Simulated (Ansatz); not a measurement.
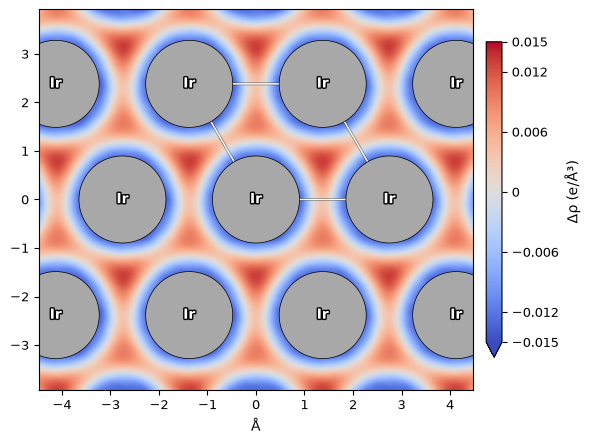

Ir. Difference of the valence pseudo-densities of two functionals at the same geometry, on the (001) plane of the calculation cell: RPBE less BLYP.

Space group P6₃/mmc; a structure from a database of computed crystals, not necessarily the ambient phase.

Both computed with Ansatz (plane waves, PAW), on the same k-point mesh. Grey discs cover the atomic cores.

Where does the change of functional move the electrons?

Against BLYP, RPBE gives less density around Ir (−0.007 e/Å³ on average at 1.0 Å from the nucleus).
